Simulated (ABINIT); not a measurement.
**Run report: Ti, band-structure run (part 3 of 3)**

Continued. System: Ti (Im-3m, 1 atom in the cell). Method: Kohn-Sham DFT of a periodic cell, BLYP, JTH PAW PBE v2.0, no spin polarisation (ABINIT 10.8.3); cutoff 408.17 eV, 11×11×11 k-mesh, fermi-dirac of 0.05 eV. The structure derives from an entry of the Crystallography Open Database.

Geometry of the input (Å; fractional positions):
```
-1.6410  1.6410  1.6410
1.6410  -1.6410  1.6410
1.6410  1.6410  -1.6410
Ti 0.0000  0.0000  0.0000
```

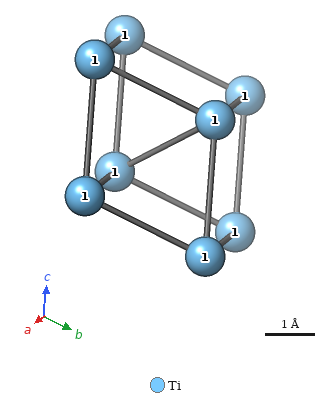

Figure 1. The structure (ball-and-stick view of the cell of the calculation, seen slightly off an axis; atoms are numbered from 1 in the order of the input).

### Log, continued
```
  4.69E-13  6.72E-13  1.03E-13  5.92E-14  3.59E-13  1.24E-09
 -1.7857E+00 -9.2354E-01 -9.1011E-01 -9.1011E-01  1.9494E-01  2.7291E-01
  2.7291E-01  3.8434E-01  3.8434E-01  4.3081E-01  7.5721E-01  7.5721E-01
  7.9739E-01  1.0545E+00
 Non-SCF case, kpt   26 (  0.17857  0.17857  0.17857), residuals and eigenvalues=
  9.87E-13  6.94E-13  8.47E-13  7.43E-13  3.04E-13  3.39E-13  2.80E-13  3.20E-13
  2.32E-13  6.99E-13  6.00E-13  5.41E-13  2.68E-13  7.92E-10
 -1.7848E+00 -9.2479E-01 -9.1246E-01 -9.1246E-01  2.3743E-01  2.6347E-01
  2.6347E-01  3.8970E-01  3.8970E-01  4.8245E-01  7.0163E-01  7.0163E-01
  7.0911E-01  1.1245E+00
 Non-SCF case, kpt   27 (  0.21429  0.21429  0.21429), residuals and eigenvalues=
  1.33E-13  4.84E-13  5.48E-13  7.14E-13  2.86E-13  1.05E-13  4.71E-13  8.66E-13
  5.01E-13  3.09E-13  5.71E-14  4.24E-13  3.82E-13  2.21E-07
 -1.7844E+00 -9.2256E-01 -9.1517E-01 -9.1517E-01  2.6084E-01  2.6084E-01
  2.6256E-01  3.9338E-01  3.9338E-01  5.4182E-01  6.5117E-01  6.5381E-01
  6.5381E-01  1.2100E+00
 Non-SCF case, kpt   28 (  0.25000  0.25000  0.25000), residuals and eigenvalues=
  5.10E-13  5.24E-13  3.00E-13  9.68E-13  3.20E-13  2.57E-13  2.72E-13  1.76E-13
  4.85E-13  2.95E-13  4.23E-13  3.46E-13  7.21E-13  2.40E-05
 -1.7843E+00 -9.1790E-01 -9.1790E-01 -9.1790E-01  2.6346E-01  2.6346E-01
  2.6346E-01  3.9468E-01  3.9468E-01  6.1471E-01  6.1471E-01  6.1471E-01
  6.2531E-01  1.3108E+00
 Non-SCF case, kpt   29 (  0.28571  0.14286  0.28571), residuals and eigenvalues=
  2.04E-13  3.71E-13  6.17E-13  6.32E-13  2.22E-13  2.65E-13  8.33E-13  9.41E-13
  7.04E-13  3.74E-13  3.79E-13  2.16E-13  8.69E-13  1.60E-10
 -1.7843E+00 -9.2029E-01 -9.2029E-01 -9.1285E-01  2.5243E-01  2.6772E-01
  2.6772E-01  3.9330E-01  3.9330E-01  5.8668E-01  5.8668E-01  6.1496E-01
  7.0970E-01  1.2066E+00
 Non-SCF case, kpt   30 (  0.32143  0.03571  0.32143), residuals and eigenvalues=
  2.02E-13  6.31E-13  1.71E-13  6.95E-13  4.06E-13  9.98E-13  3.47E-13  1.71E-13
  2.39E-13  8.07E-13  4.03E-13  2.42E-14  5.22E-13  4.53E-13
 -1.7842E+00 -9.2202E-01 -9.2202E-01 -9.0962E-01  2.4794E-01  2.6860E-01
  2.6860E-01  3.8990E-01  3.8990E-01  5.7296E-01  5.7296E-01  6.1421E-01
  8.1884E-01  1.1008E+00
 Non-SCF case, kpt   31 (  0.35714 -0.07143  0.35714), residuals and eigenvalues=
  9.85E-13  8.25E-13  6.18E-13  7.94E-13  2.09E-13  2.29E-13  4.94E-13  6.30E-13
  2.00E-14  5.72E-13  7.53E-14  4.57E-14  3.85E-07  3.98E-13
 -1.7838E+00 -9.2296E-01 -9.2296E-01 -9.0957E-01  2.6102E-01  2.6132E-01
  2.6132E-01  3.8870E-01  3.8870E-01  5.7315E-01  5.7315E-01  6.1584E-01
  9.3715E-01  1.0079E+00
 Non-SCF case, kpt   32 (  0.39286 -0.17857  0.39286), residuals and eigenvalues=
  9.24E-13  3.43E-13  5.67E-13  6.41E-13  6.68E-13  8.97E-13  6.44E-14  2.09E-13
  8.05E-13  2.14E-13  5.68E-13  6.01E-13  4.51E-10  5.16E-10
 -1.7831E+00 -9.2319E-01 -9.2319E-01 -9.1258E-01  2.4575E-01  2.4575E-01
  2.9442E-01  3.9431E-01  3.9431E-01  5.8105E-01  5.8105E-01  6.1684E-01
  9.3069E-01  9.3069E-01
 Non-SCF case, kpt   33 (  0.42857 -0.28571  0.42857), residuals and eigenvalues=
  7.25E-13  6.44E-13  9.85E-14  3.42E-13  1.96E-13  6.23E-14  2.09E-13  4.39E-13
  2.49E-13  1.00E-13  3.99E-13  5.15E-13  2.03E-11  5.46E-10
 -1.7823E+00 -9.2296E-01 -9.2296E-01 -9.1709E-01  2.2782E-01  2.2782E-01
  3.4391E-01  4.0574E-01  4.0574E-01  5.8888E-01  5.8888E-01  6.1337E-01
  8.7250E-01  8.7250E-01
 Non-SCF case, kpt   34 (  0.46429 -0.39286  0.46429), residuals and eigenvalues=
  1.66E-13  4.05E-13  2.25E-13  4.09E-13  4.39E-14  6.06E-13  3.99E-13  4.63E-14
  1.47E-13  3.30E-13  4.52E-13  2.71E-13  9.13E-09  1.23E-07
 -1.7817E+00 -9.2264E-01 -9.2264E-01 -9.2098E-01  2.1427E-01  2.1427E-01
  3.9641E-01  4.1744E-01  4.1744E-01  5.9229E-01  5.9229E-01  6.0206E-01
  8.3670E-01  8.3670E-01
 Non-SCF case, kpt   35 (  0.50000 -0.50000  0.50000), residuals and eigenvalues=
  3.48E-13  2.61E-13  3.97E-13  2.40E-13  3.38E-13  9.48E-13  9.93E-14  6.22E-14
  1.21E-13  6.59E-13  3.53E-13  2.49E-13  3.77E-11  1.97E-10
 -1.7814E+00 -9.2249E-01 -9.2249E-01 -9.2249E-01  2.0930E-01  2.0930E-01
  4.2253E-01  4.2253E-01  4.2253E-01  5.9266E-01  5.9266E-01  5.9266E-01
  8.2478E-01  8.2478E-01

--- !ResultsGS
iteration_state: {dtset: 2, }
comment   : Summary of ground state results
lattice_vectors:
- [ -3.1010406,   3.1010406,   3.1010406, ]
- [  3.1010406,  -3.1010406,   3.1010406, ]
- [  3.1010406,   3.1010406,  -3.1010406, ]
lattice_lengths: [   5.37116,    5.37116,    5.37116, ]
lattice_angles: [109.471, 109.471, 109.471, ] # degrees, (23, 13, 12)
lattice_volume:   1.1928404E+02
convergence: {deltae:  0.000E+00, res2:  0.000E+00, residm:  9.975E-13, diffor:  0.000E+00, }
etotal    :  -5.86158909E+01
entropy   :   0.00000000E+00
fermie    :   2.84234410E-01
cartesian_stress_tensor: null
pressure_GPa: null
xred      :
- [  0.0000E+00,   0.0000E+00,   0.0000E+00, Ti]
cartesian_forces: null
force_length_stats: {min: null, max: null, mean: null, }
...

 Integrated electronic density in atomic spheres:
 ------------------------------------------------
 Atom  Sphere_radius  Integrated_density
    1        2.30803         10.19773450

================================================================================

 ----iterations are completed or convergence reached----

 Mean square residual over all n,k,spin=   41.466E-14; max=  99.753E-14
 reduced coordinates (array xred) for    1 atoms
       0.000000000000      0.000000000000      0.000000000000

 cartesian coordinates (angstrom) at end:
    1      0.00000000000000     0.00000000000000     0.00000000000000
 length scales=  1.889726125908  1.889726125908  1.889726125908 bohr
              =  1.000000000000  1.000000000000  1.000000000000 angstroms
 Eigenvalues (   eV  ) for nkpt=  35  k points:
 kpt#   1, nband= 14, wtk=  1.00000, kpt=  0.0000  0.0000  0.0000 (reduced coord)
 -48.68713  -24.66173  -24.66173  -24.66173    1.97779    8.65146    8.65146    8.65146
  10.36385   10.36385   25.30379   25.30379   25.30379   30.99853
 kpt#   2, nband= 14, wtk=  1.00000, kpt=  0.0625 -0.0625  0.0625 (reduced coord)
 -48.67781  -24.69626  -24.67747  -24.67747    2.24086    8.63063    8.63063    8.74734
  10.14477   10.44454   24.72482   25.50338   25.50338   29.31202
 kpt#   3, nband= 14, wtk=  1.00000, kpt=  0.1250 -0.1250  0.1250 (reduced coord)
 -48.65177  -24.78637  -24.72277  -24.72277    2.98800    8.61185    8.61185    9.02499
   9.54159   10.65062   23.78969   25.60849   25.60849   26.72042
 kpt#   4, nband= 14, wtk=  1.00000, kpt=  0.1875 -0.1875  0.1875 (reduced coord)
 -48.61427  -24.89921  -24.79185  -24.79185    4.08315    8.69357    8.69357    8.69459
   9.45399   10.89878   23.10060   24.51998   24.51998   24.53370
 kpt#   5, nband= 14, wtk=  1.00000, kpt=  0.2500 -0.2500  0.2500 (reduced coord)
 -48.57234  -24.99972  -24.87526  -24.87526    5.24432    7.77429    8.96979    8.96979
   9.98249   11.19694   22.56217   22.56217   22.70557   23.18011
 kpt#   6, nband= 14, wtk=  1.00000, kpt=  0.3125 -0.3125  0.3125 (reduced coord)
 -48.53302  -25.06605  -24.96064  -24.96064    5.99174    6.92861    9.49108    9.49108
  10.53775   11.89061   20.43323   20.43323   22.52050   22.71627
 kpt#   7, nband= 14, wtk=  1.00000, kpt=  0.3750 -0.3750  0.3750 (reduced coord)
 -48.50173  -25.09596  -25.03449  -25.03449    6.05969    6.26223   10.23994   10.23994
  11.03165   13.32686   18.43326   18.43326   22.45544   22.79818
 kpt#   8, nband= 14, wtk=  1.00000, kpt=  0.4375 -0.4375  0.4375 (reduced coord)
 -48.48190  -25.10251  -25.08454  -25.08454    5.82129    5.83980   11.06588   11.06588
  11.37460   15.13041   16.82449   16.82449   22.44316   22.79523
 kpt#   9, nband= 14, wtk=  1.00000, kpt=  0.5000 -0.5000  0.5000 (reduced coord)
 -48.47517  -25.10225  -25.10225  -25.10225    5.69546    5.69546   11.49756   11.49756
  11.49756   16.12704   16.12704   16.12704   22.44349   22.44349
 kpt#  10, nband= 14, wtk=  1.00000, kpt=  0.4167 -0.4167  0.5000 (reduced coord)
 -48.48104  -25.11571  -25.08661  -25.07392    5.81691    5.81854   10.98947   11.08344
  11.51986   15.79777   16.10206   16.73939   22.53481   22.87078
 kpt#  11, nband= 14, wtk=  1.00000, kpt=  0.3333 -0.3333  0.5000 (reduced coord)
 -48.49712  -25.15232  -25.04367  -24.99589    6.10142    6.18225    9.95163   10.18740
  11.58114   14.95049   16.09565   18.10283   22.52712   24.04518
 kpt#  12, nband= 14, wtk=  1.00000, kpt=  0.2500 -0.2500  0.5000 (reduced coord)
 -48.51903  -25.20200  -24.98448  -24.88771    6.25118    6.76963    8.90068    9.53615
  11.66581   13.81748   16.14646   19.73429   22.29345   25.81379
 kpt#  13, nband= 14, wtk=  1.00000, kpt=  0.1667 -0.1667  0.5000 (reduced coord)
 -48.54087  -25.25129  -24.92465  -24.77763    5.96098    7.54797    8.05254    9.63349
  11.75167   12.57249   16.22365   21.44837   21.88329   28.08260
 kpt#  14, nband= 14, wtk=  1.00000, kpt=  0.0833 -0.0833  0.5000 (reduced coord)
 -48.55681  -25.28713  -24.88044  -24.69580    5.53923    7.50905    8.43780   10.10630
  11.37474   11.81530   16.28865   21.43211   23.08580   28.53562
 kpt#  15, nband= 14, wtk=  1.00000, kpt=  0.0000  0.0000  0.5000 (reduced coord)
 -48.56263  -25.30020  -24.86417  -24.66557    5.36313    7.32236    9.02189   10.34703
  10.68359   11.83877   16.31383   21.22162   23.99204   27.53714
 kpt#  16, nband= 14, wtk=  1.00000, kpt=  0.0000  0.0000  0.4167 (reduced coord)
 -48.57106  -25.25903  -24.85083  -24.66529    5.26526    7.40054    8.59133   10.33693
  10.64548   11.55345   17.14752   21.52140   24.49051   27.43514
 kpt#  17, nband= 14, wtk=  1.00000, kpt=  0.0000  0.0000  0.3333 (reduced coord)
 -48.59401  -25.14545  -24.81424  -24.66456    4.77231    7.62083    8.10469   10.22411
  10.55553   10.85161   19.10350   22.36085   25.82616   27.12522
 kpt#  18, nband= 14, wtk=  1.00000, kpt=  0.0000  0.0000  0.2500 (reduced coord)
 -48.62523  -24.98760  -24.76387  -24.66359    3.83277    7.93927    8.17613   10.02431
  10.08354   10.46235   21.42814   23.55522   26.62050   27.69039
 kpt#  19, nband= 14, wtk=  1.00000, kpt=  0.0000  0.0000  0.1667 (reduced coord)
 -48.65627  -24.82644  -24.71303  -24.66264    2.87497    8.28123    8.46529    9.30084
  10.07662   10.39941   23.53190   24.70951   26.01394   29.76891
 kpt#  20, nband= 14, wtk=  1.00000, kpt=  0.0000  0.0000  0.0833 (reduced coord)
 -48.67888  -24.70623  -24.67552  -24.66197    2.21166    8.54916    8.62196    8.81936
  10.25006   10.37079   24.87529   25.24627   25.50404   30.18061
 kpt#  21, nband= 14, wtk=  1.00000, kpt=  0.0000  0.0000  0.0000 (reduced coord)
 -48.68713  -24.66173  -24.66173  -24.66173    1.97779    8.65146    8.65146    8.65146
  10.36385   10.36385   25.30379   25.30379   25.30379   30.99853
 kpt#  22, nband= 14, wtk=  1.00000, kpt=  0.0357  0.0357  0.0357 (reduced coord)
 -48.67808  -24.71501  -24.66720  -24.66720    2.23515    8.56119    8.56119    8.86777
  10.30854   10.30854   25.01578   25.01578   25.51591   30.76894
 kpt#  23, nband= 14, wtk=  1.00000, kpt=  0.0714  0.0714  0.0714 (reduced coord)
 -48.65370  -24.85107  -24.68475  -24.68475    2.96461    8.26882    8.26882    9.49824
  10.25366   10.25366   23.90777   23.90777   26.15215   27.94978
 kpt#  24, nband= 14, wtk=  1.00000, kpt=  0.1071  0.1071  0.1071 (reduced coord)
 -48.62132  -25.01129  -24.71689  -24.71689    4.04846    7.83431    7.83431   10.31591
  10.31591   10.48318   22.27443   22.27443   24.67276   27.21215
 kpt#  25, nband= 14, wtk=  1.00000, kpt=  0.1429  0.1429  0.1429 (reduced coord)
 -48.59007  -25.13072  -24.76546  -24.76546    5.30471    7.42619    7.42619   10.45839
  10.45839   11.72288   20.60468   20.60468   21.69815   28.69518
 kpt#  26, nband= 14, wtk=  1.00000, kpt=  0.1786  0.1786  0.1786 (reduced coord)
 -48.56730  -25.16470  -24.82929  -24.82929    6.46092    7.16942    7.16942   10.60435
  10.60435   13.12812   19.09237   19.09237   19.29575   30.60006
 kpt#  27, nband= 14, wtk=  1.00000, kpt=  0.2143  0.2143  0.2143 (reduced coord)
 -48.55585  -25.10409  -24.90295  -24.90295    7.09775    7.09775    7.14465   10.70448
  10.70448   14.74355   17.71924   17.79102   17.79102   32.92478
 kpt#  28, nband= 14, wtk=  1.00000, kpt=  0.2500  0.2500  0.2500 (reduced coord)
 -48.55329  -24.97736  -24.97736  -24.97736    7.16911    7.16911    7.16911   10.73981
  10.73981   16.72713   16.72713   16.72713   17.01557   35.66752
 kpt#  29, nband= 14, wtk=  1.00000, kpt=  0.2857  0.1429  0.2857 (reduced coord)
 -48.55350  -25.04225  -25.04225  -24.83992    6.86909    7.28500    7.28500   10.70220
  10.70220   15.96446   15.96446   16.73401   19.31186   32.83255
 kpt#  30, nband= 14, wtk=  1.00000, kpt=  0.3214  0.0357  0.3214 (reduced coord)
 -48.54990  -25.08932  -25.08932  -24.75190    6.74687    7.30889    7.30889   10.60982
  10.60982   15.59112   15.59112   16.71346   22.28175   29.95345
 kpt#  31, nband= 14, wtk=  1.00000, kpt=  0.3571 -0.0714  0.3571 (reduced coord)
 -48.53850  -25.11491  -25.11491  -24.75069    7.10259    7.11085    7.11085   10.57696
  10.57696   15.59613   15.59613   16.75788   25.50102   27.42541
 kpt#  32, nband= 14, wtk=  1.00000, kpt=  0.3929 -0.1786  0.3929 (reduced coord)
 -48.51978  -25.12115  -25.12115  -24.83249    6.68721    6.68721    8.01152   10.72982
  10.72982   15.81108   15.81108   16.78518   25.32529   25.32529
 kpt#  33, nband= 14, wtk=  1.00000, kpt=  0.4286 -0.2857  0.4286 (reduced coord)
 -48.49849  -25.11515  -25.11515  -24.95529    6.19928    6.19928    9.35838   11.04065
  11.04065   16.02433   16.02433   16.69060   23.74203   23.74203
 kpt#  34, nband= 14, wtk=  1.00000, kpt=  0.4643 -0.3929  0.4643 (reduced coord)
 -48.48158  -25.10624  -25.10624  -25.06102    5.83063    5.83063   10.78680   11.35922
  11.35922   16.11714   16.11714   16.38278   22.76778   22.76778
 kpt#  35, nband= 14, wtk=  1.00000, kpt=  0.5000 -0.5000  0.5000 (reduced coord)
 -48.47517  -25.10225  -25.10225  -25.10225    5.69546    5.69546   11.49756   11.49756
  11.49756   16.12704   16.12704   16.12704   22.44349   22.44349

== END DATASET(S) ==============================================================
================================================================================

 -outvars: echo values of variables after computation  --------
            acell      1.8897261259E+00  1.8897261259E+00  1.8897261259E+00 Bohr
           etotal1    -5.8615890890E+01
            fcart1    -0.0000000000E+00 -0.0000000000E+00 -0.0000000000E+00
            rprim     -1.6410000000E+00  1.6410000000E+00  1.6410000000E+00
                       1.6410000000E+00 -1.6410000000E+00  1.6410000000E+00
                       1.6410000000E+00  1.6410000000E+00 -1.6410000000E+00
           strten1    -3.0663846104E-06 -3.0663846104E-06 -3.0663846104E-06
                       0.0000000000E+00  0.0000000000E+00  0.0000000000E+00
 Calculation completed.
```

### Key numbers

```tsv
quantity	value
outcome	converged
space group (tolerance 0.01 Å)	Im-3m (229)
electrons treated	12
free energy	−1595.0196 eV
Fermi energy	7.734 eV
gap on the k-point mesh	none (metallic)
pressure	0.09 GPa
largest force (length of the vector)	under 0.001 eV/Å
wall time	7.8 s
peak memory	0.11 GiB
```
